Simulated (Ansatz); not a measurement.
# Run report: Al3Ni5, single-point calculation

System: Al3Ni5 (Cmmm, 8 atoms in the cell).
Method: DFT r2SCAN, scalar-relativistic, plane waves, PAW, no spin polarisation (Ansatz 0.2.0).

The structure derives from a Materials Project entry. Figures and captions count atoms from 1; the log counts them from 0 in places.

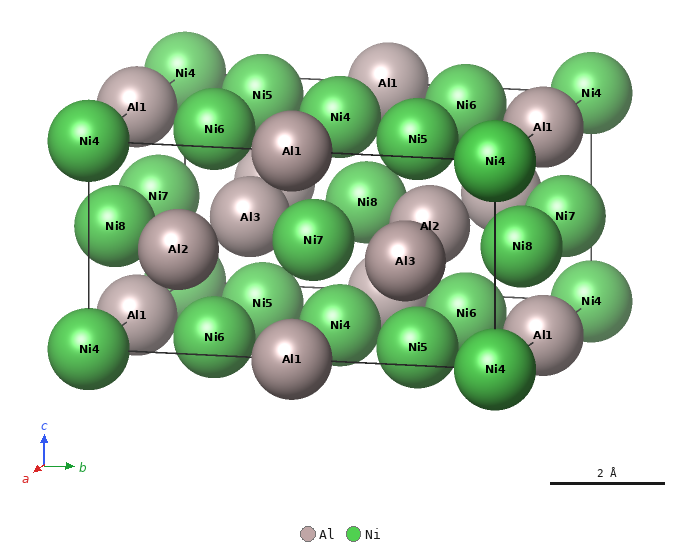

*The structure (spheres-only view of the cell 2 times as large as that of the calculation, set on its symmetry axes, seen slightly off an axis; atoms are numbered from 1 in the order of the input). An atom can appear more than once, as a periodic image.*

Key numbers:

```tsv
quantity	value
outcome	converged
space group (tolerance 0.01 Å)	Cmmm (65)
electrons treated	99
free energy	−30852.1756 eV
Fermi energy	15.244 eV
gap on the k-point mesh	none (metallic)
pressure	0.03 GPa
largest force (length of the vector)	0.003 eV/Å
hardware	2 threads of Intel Xeon @ 2.50GHz (Skylake/Cascade Lake), 32 GiB of memory available, shared host
wall time	91 s (CPU time 3 min)
peak memory	1 GiB
```

Remarks:

The run has no spin polarisation, so a magnetic state may lie lower.

The input:
```yaml
crystal:
  lattice:
    - [3.2911157551, -3.696112314, 0.0]
    - [3.2911157551, 3.696112314, 0.0]
    - [0.0, 0.0, 3.7283121877]
  atoms:
    - { symbol: Al, position: [0.5, 0.5, 0.0] }
    - { symbol: Al, position: [0.7792699052, 0.2207300948, 0.5] }
    - { symbol: Al, position: [0.2207300948, 0.7792699052, 0.5] }
    - { symbol: Ni, position: [0.0, 0.0, 0.0] }
    - { symbol: Ni, position: [0.0, 0.5, 0.0] }
    - { symbol: Ni, position: [0.5, 0.0, 0.0] }
    - { symbol: Ni, position: [0.2764619634, 0.2764619634, 0.5] }
    - { symbol: Ni, position: [0.7235380366, 0.7235380366, 0.5] }
basis:
  ecutwfc: 500
kpoints:
  mp_grid: { grid: [8, 8, 10] }
hamiltonian:
  xc: r2scan
scf:
  occupations: { method: gaussian, width: 0.15 }
output:
  forces: true
  stress: true
  eigenvalues: true
  write_density: true
  write_potential: true
  elf: true
  volumetric_format: npy
```

Launch command:
```bash
ansatz run input.yaml --threads 2 --pin off --max-ram 5120MiB --backend cpu --events-out ev --progress --plain --runs-dir out
```

Log:
```
Engine: ansatz 0.2.0, x86_64-unknown-linux-gnu
Pseudopotentials: kind: paw
Pseudopotential: Al, paw, valence charge 3, recommended cutoff 500 eV (meta_gga), Al.paw.azcp
Pseudopotential: Ni, paw, valence charge 18, recommended cutoff 500 eV (meta_gga), Ni.paw.azcp
Functional definition: r2SCAN
  parameter k0 = 0.174
  parameter k1 = 0.065
  parameter a1 = 4.9479
  exchange = r2scan_x(k0 = k0, k1 = k1, a1 = a1)
  correlation = r2scan_c
Crystal: 8 atoms, lattice volume = 90.705 Å³
Basis set: ecut = 500 eV, 2301 PW (Γ), exchange–correlation on 160×160×120 points (64 copies of the dense FFT grid, shifted against one another)
Bands: 60, of which v1, the nominal top of the filled ones, is band 50 counted from 1 (49 counted from 0)
Symmetry: 8 space group operations
Space group: Cmmm (ITA 65), of the structure as read, at distance tolerance 4.5e-5 Å
k-points: 126 of 640
Non-local potential: Al, projectors of the file, l = 0: 2, l = 1: 2, l = 2: 1
Non-local potential: Ni, projectors of the file, l = 0: 3, l = 1: 2, l = 2: 3, l = 3: 1
PAW form: soft (Blöchl's): semilocal exchange-correlation on the pseudo side does not see the compensation charge
PAW frozen core: Al, regenerated for the run's functional (the file was generated under x = pbe(κ = 0.804, μ = 0.2195149727645171), c = pbe(β = 0.06672455060314922))
PAW frozen core: Ni, regenerated for the run's functional (the file was generated under x = pbe(κ = 0.804, μ = 0.2195149727645171), c = pbe(β = 0.06672455060314922))
PAW one-centre angular grid: Al, 302 points (default); XC on 160 Gauss nodes
PAW one-centre angular grid: Ni, 590 points (default); XC on 160 Gauss nodes
Initial density: superposition of atomic densities (neutral atoms: chi_scale 0, normalization atom), corrected by the library's trained network
Initial wavefunctions: pseudopotential atomic-orbital guess
Functional: x = r2scan, c = r2scan; τ floored in thin density (d = 2e-4 eV/Å³)
SCF iter   1: F=—  HF=-30851.909637 eV  |F-HF|=—  |Δ(HF+E_count)|=         —  Δρ=2.42e-2  dr2=4.28e-1  dr2_τ=2.48e-1  ethr=1.77e-3  ⟨swp⟩=6.6  Hψ=29610  notcnv=0  defer=38
preconditioner: auto → Kerker (q_TF=auto, 2.768 Å⁻¹)  [metal: Δε(μ)=0.006 eV  Ē_g=7.384 eV  σ=0.150 eV  W_gap=0.02  n_scr=34 (ndim 8)  ℏωp=29.9 eV  f_vac=0.000  D(μ)=3.54/eV (n_scr^D=30)]
SCF iter   2: F=—  HF=-30852.217200 eV  |F-HF|=—  |Δ(HF+E_count)|=   3.08e-1  Δρ=2.49e-2  dr2=3.90e-1  dr2_τ=3.72e-3  ethr=4.32e-4  ⟨swp⟩=2.4  Hψ=15031  notcnv=0  defer=423
SCF iter   3: F=—  HF=-30852.197553 eV  |F-HF|=—  |Δ(HF+E_count)|=   1.96e-2  Δρ=1.92e-2  dr2=2.76e-1  dr2_τ=1.04e-3  ethr=3.94e-4  ⟨swp⟩=2.3  Hψ=10934  notcnv=0  defer=423
SCF iter   4: F=—  HF=-30852.182077 eV  |F-HF|=—  |Δ(HF+E_count)|=   1.55e-2  Δρ=8.64e-3  dr2=6.02e-2  dr2_τ=2.98e-4  ethr=2.79e-4  ⟨swp⟩=1.9  Hψ=8962  notcnv=0  defer=420
SCF iter   5: F=—  HF=-30852.175525 eV  |F-HF|=—  |Δ(HF+E_count)|=   6.55e-3  Δρ=2.31e-3  dr2=4.12e-3  dr2_τ=4.34e-5  ethr=6.08e-5  ⟨swp⟩=1.4  Hψ=7942  notcnv=0  defer=420
SCF iter   6: F=—  HF=-30852.175418 eV  |F-HF|=—  |Δ(HF+E_count)|=   1.06e-4  Δρ=1.92e-3  dr2=1.98e-3  dr2_τ=1.71e-5  ethr=4.16e-6  ⟨swp⟩=2.1  Hψ=12036  notcnv=0  defer=420
SCF iter   7: F=—  HF=-30852.175777 eV  |F-HF|=—  |Δ(HF+E_count)|=   3.59e-4  Δρ=1.77e-3  dr2=2.31e-3  dr2_τ=7.72e-6  ethr=2.00e-6  ⟨swp⟩=2.0  Hψ=10862  notcnv=0  defer=420
SCF iter   8: F=—  HF=-30852.175667 eV  |F-HF|=—  |Δ(HF+E_count)|=   1.10e-4  Δρ=1.28e-3  dr2=1.16e-3  dr2_τ=9.10e-6  ethr=2.00e-6  ⟨swp⟩=1.0  Hψ=7140  notcnv=0  defer=420
SCF iter   9: F=—  HF=-30852.175567 eV  |F-HF|=—  |Δ(HF+E_count)|=   1.00e-4  Δρ=3.90e-4  dr2=1.01e-4  dr2_τ=1.05e-6  ethr=1.17e-6  ⟨swp⟩=1.0  Hψ=7146  notcnv=0  defer=420
SCF iter  10: F=—  HF=-30852.175553 eV  |F-HF|=—  |Δ(HF+E_count)|=   1.37e-5  Δρ=3.21e-5  dr2=6.09e-7  dr2_τ=2.96e-8  ethr=1.02e-7  ⟨swp⟩=2.1  Hψ=9732  notcnv=0  defer=420
SCF iter  11: F=—  HF=-30852.175554 eV  |F-HF|=—  |Δ(HF+E_count)|=   5.42e-7  Δρ=9.88e-6  dr2=6.61e-8  dr2_τ=8.21e-10  ethr=1.01e-10  ⟨swp⟩=13.6  Hψ=64768  notcnv=0
SCF iter  12: F=-30852.175554 eV  HF=-30852.175554 eV  |F-HF|=7.44e-8  |Δ(HF+E_count)|=   1.52e-9  Δρ=1.09e-5  dr2=7.86e-8  dr2_τ=3.06e-10  ethr=6.68e-11  ⟨swp⟩=6.8  Hψ=50660  notcnv=0
SCF 1 converged in 12 iterations: F = -30852.175554 eV  dr2 = 7.86e-8
  greatest PAW one-centre occupation: 1.001 electrons in one spin orbital (limit 2), on the Ni atom at site 5 (counted from 0), in its partial waves of l = 1
```

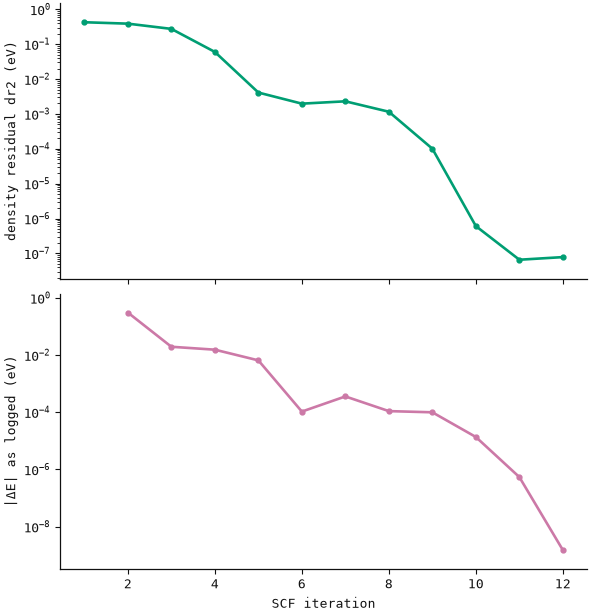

*Convergence of the self-consistent field: density residual dr2 and size of the energy change against the SCF iteration.*

The residual falls almost steadily, with no more than small rises.

```
SCF converged after 12 iterations
Free energy (F): -30852.175554 eV
Harris-Foulkes:  -30852.175554 eV  (|F-HF|=7.44e-8)
Internal energy: -30852.134341 eV  (E = F + TS)
E sigma→0 (E₀):  -30852.154947 eV
Entropy (-TS):   -0.041213 eV (-5.152 meV/atom)
Fermi energy:    15.244448 eV
--- Per-component energies (eV) ---
  E_band       = -1715.298712
  E_kinetic    = 1502.100433
  E_local      = -21245.170772  (includes V_loc(G=0)·N_el)
  E_nonlocal   = 3236.265428
  E_hartree    = 9132.865684
  E_xc         = -510.724771
  E_vxc        = -689.925204  (∫ρ·V_xc dr)
  E_paw        = -9651.058879  (= ΣΔE_a)
  E_vpaw       = -2833.322767  (= ΣTr[D̂ρ^β])
  E_aug_tail   = 0.001174  (compensation charges beyond the density's cutoff)
  E_vtau       = 49.045779  (kinetic-family band-sum trace: ∫τ·v_τ [+ j·A + Jᵃ·Aᵃ] dr)
  E_ewald      = -13314.731969
  E_core_change = -1.680667  (= ΣΔE_core)
  E_smearing   = -0.041213  (= −TS)
  E_closure    = -0.000000  (closes the sum)
  Σ components = -30852.175554   (vs F -30852.175554, Δ=0.00e0)
--- Forces (eV/Å), atoms counted from 1 ---
  atom   1  Al     0.00000000     0.00000000     0.00000000
  atom   2  Al     0.00000000     0.00282308     0.00000000
  atom   3  Al     0.00000000    -0.00282308     0.00000000
  atom   4  Ni     0.00000000     0.00000000     0.00000000
  atom   5  Ni     0.00000000     0.00000000     0.00000000
  atom   6  Ni     0.00000000     0.00000000     0.00000000
  atom   7  Ni    -0.00214556     0.00000000     0.00000000
  atom   8  Ni     0.00214556     0.00000000     0.00000000
  max |Σ_I F_I| component: 4.34e-19 eV/Å
--- Stress (GPa, compression-positive) ---
       -0.052995       0.000000       0.000000
        0.000000       0.099141       0.000000
        0.000000       0.000000       0.041924
  P = ⅓ Tr σ = 0.0294 GPa (0.294 kbar)
--- Band table (eV; the first three rows and the last of 126) ---
  k-point 0: bands = ["-91.7685", "-91.7674", "-91.6963", "-91.6962", "-91.4742", "-50.7217", "-50.7170", "-50.7138", "-50.7087", "-50.6947", "-50.6655", "-50.6560", "-50.6543", "-50.6474", "-50.6306", "-50.5846", "-50.5802", "-50.4486", "-50.4105", "-50.2987", "3.7935", "8.8420", "8.9945", "9.8730", "10.5678", "10.6778", "11.3405", "11.3474", "11.5946", "11.9028", "11.9352", "12.1160", "12.2254", "12.9082", "12.9228", "13.0224", "13.1306", "13.3300", "13.5048", "13.6207", "13.7256", "13.7780", "13.9386", "13.9491", "14.0421", "14.1320", "14.2988", "14.4869", "14.5248", "14.7329", "15.3353", "15.7271", "17.3565", "19.5530", "20.2996", "21.6643", "21.7900", "22.3835", "22.5300", "22.7329"]
  k-point 1: bands = ["-91.7685", "-91.7674", "-91.6964", "-91.6962", "-91.4742", "-50.7221", "-50.7162", "-50.7136", "-50.7110", "-50.6931", "-50.6683", "-50.6544", "-50.6537", "-50.6463", "-50.6321", "-50.5852", "-50.5787", "-50.4486", "-50.4104", "-50.2987", "3.9093", "8.8789", "9.0475", "9.9664", "10.5550", "10.7371", "11.2044", "11.3842", "11.6074", "11.8978", "11.9620", "12.1358", "12.1815", "12.7522", "12.8326", "13.0981", "13.1687", "13.3871", "13.5096", "13.5176", "13.7270", "13.7675", "13.7739", "13.8949", "13.9944", "14.0019", "14.2856", "14.3035", "14.5152", "15.1612", "15.2794", "15.6866", "17.5745", "19.8342", "20.5749", "20.6749", "21.1117", "21.4166", "22.2326", "22.5649"]
  k-point 2: bands = ["-91.7683", "-91.7674", "-91.6965", "-91.6962", "-91.4742", "-50.7229", "-50.7163", "-50.7143", "-50.7131", "-50.6884", "-50.6743", "-50.6547", "-50.6485", "-50.6447", "-50.6364", "-50.5868", "-50.5750", "-50.4487", "-50.4104", "-50.2986", "4.2542", "8.9782", "9.1267", "10.2265", "10.2344", "10.8838", "11.0835", "11.5099", "11.6425", "11.8936", "12.0599", "12.0950", "12.1866", "12.5664", "12.7128", "13.0147", "13.2705", "13.3180", "13.4346", "13.4505", "13.5227", "13.5981", "13.7752", "13.8225", "13.8632", "13.9231", "14.1389", "14.3029", "14.5068", "15.0861", "15.5523", "15.8489", "18.1645", "19.4939", "19.7413", "20.0291", "20.1804", "20.5692", "22.1357", "22.5747"]
  k-point 125: bands = ["-91.7679", "-91.7674", "-91.6964", "-91.6962", "-91.4746", "-50.7284", "-50.7247", "-50.7118", "-50.7079", "-50.6848", "-50.6683", "-50.6565", "-50.6471", "-50.6435", "-50.6382", "-50.5677", "-50.5591", "-50.4492", "-50.4384", "-50.3111", "8.5835", "8.6409", "8.7790", "8.8279", "8.9845", "9.8543", "10.5199", "10.6981", "11.8861", "12.0619", "12.3459", "12.3816", "12.4054", "12.5565", "12.6007", "12.6406", "12.7667", "12.9897", "13.2219", "13.3699", "13.3880", "13.4597", "13.5607", "13.7547", "13.7941", "13.8700", "13.9247", "13.9333", "14.1182", "15.0957", "15.0986", "15.3818", "15.4192", "21.9552", "22.0757", "22.5675", "22.6220", "22.6875", "23.3846", "24.0196"]
```

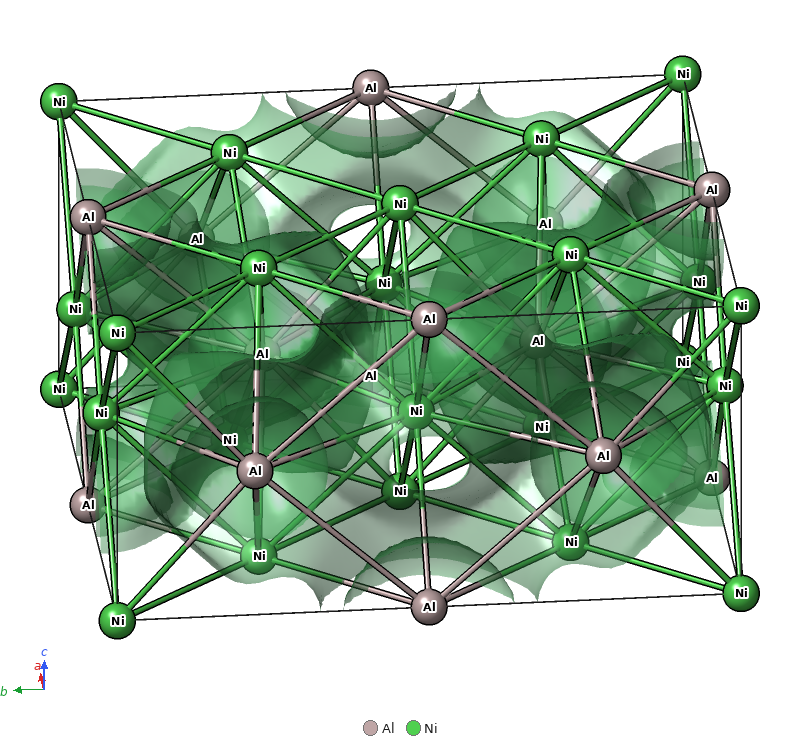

*Isosurface of the electron localisation function at 0.4 (green), seen at an oblique angle. Only the valence region is drawn (cores and ρ < 0.01 e/Å³ removed). Sticks mark near contacts. The outline is the cell set on symmetry axes.*

Values along the shortest contacts: Al–Ni (2.37 Å): the ELF is about 0.40 at the midpoint, as expected for metallic bonding. Ni–Ni (2.47 Å): the ELF is about 0.25 at the midpoint (no localised pair between them). Core electrons are frozen (PAW), so the fields are smoothed inside the atomic spheres.

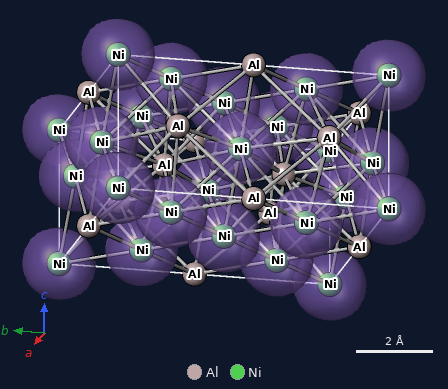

*Isosurface of the valence charge density (pseudo) at 0.5 e/Å³ (purple), seen at an oblique angle. Sticks mark near contacts. The outline is the cell set on symmetry axes.*

At this value the density breaks into separate islands; it holds about 80 % of the electrons treated as valence (semicore included). It is pinched off along the Al–Ni (2.37 Å), Ni–Ni (2.47 Å), Al–Al (2.78 Å) and Al–Ni (2.44 Å) contacts. On the grid the lowest density along these lines, outside the cores, is 0.29 e/Å³ (Al–Ni, 2.37 Å), 0.34 e/Å³ (Ni–Ni, 2.47 Å), 0.22 e/Å³ (Al–Al, 2.78 Å) and 0.26 e/Å³ (Al–Ni, 2.44 Å).

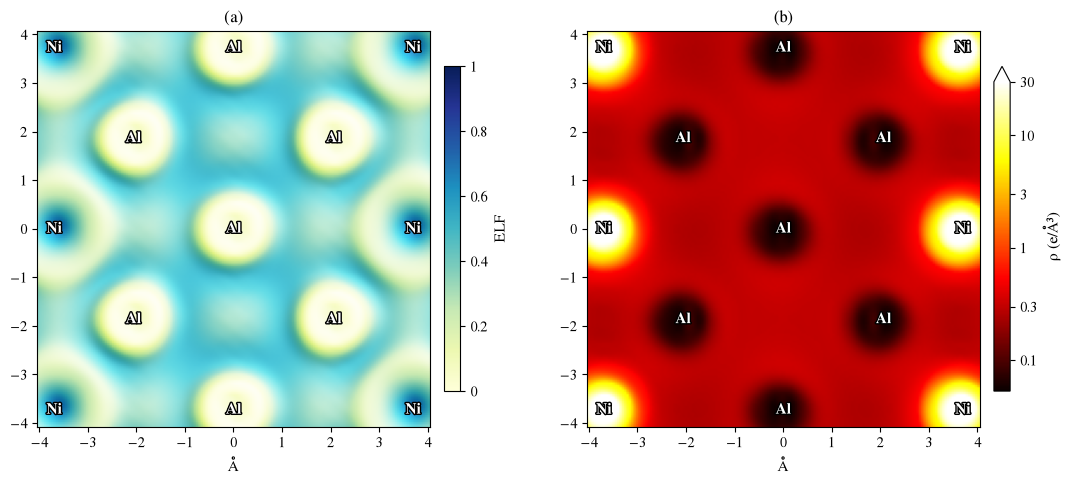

*(a) ELF; (b) valence electron density on the (100) plane of the conventional cell.*

The section cuts through Al and Ni sites. Al–Al (2.78 Å): ρ is about 0.23 e/Å³ halfway; the ELF is about 0.55 at the midpoint, as expected for metallic bonding. Al–Ni (2.48 Å): the density is about 0.31 e/Å³ at the midpoint; the ELF is about 0.40 at the midpoint (nearly free electrons, as in a simple metal). Away from the nuclei the density in this plane falls to 0.19 e/Å³ at its lowest. The strong features right at Ni lie inside the PAW spheres (semicore, d or f shells) and say nothing about bonding.
